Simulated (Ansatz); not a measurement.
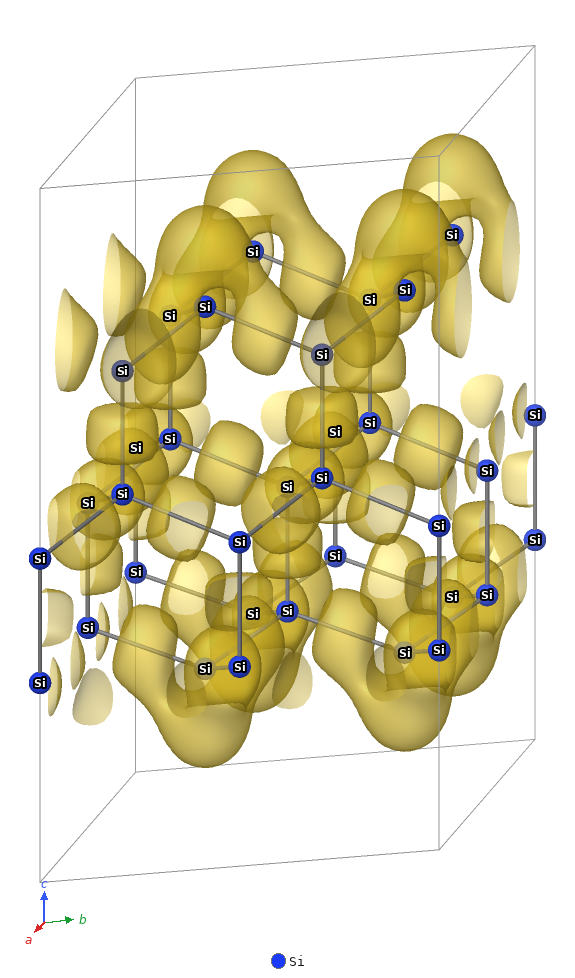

The picture shows: Si (slab). Isosurface of the electron localisation function at 0.75 (yellow), seen slightly off an axis. Core shells and regions of very low density are left out. Sticks mark near contacts.

Not relaxed (largest force 0.7 eV/Å).

Theory: Ansatz 0.2.0, DFT PBE, scalar-relativistic, plane waves, PAW.

In a PAW calculation such maps are meaningful between the atoms, not at the nuclei.

Question: Where are the electrons localised?

Answer: At this value the surface marks out five regions between bonded Si–Si atoms and two regions on Si in which the atom's valence shell and bonds are merged, counted in one cell of 6 atoms. Counts are for one cell; the picture repeats the cell along the surface.

Values along the shortest contacts:
Si–Si (2.33 Å): the ELF peaks at about 0.95 between the atoms. Si–Si (2.37 Å): the ELF peaks at about 0.95 between the atoms.
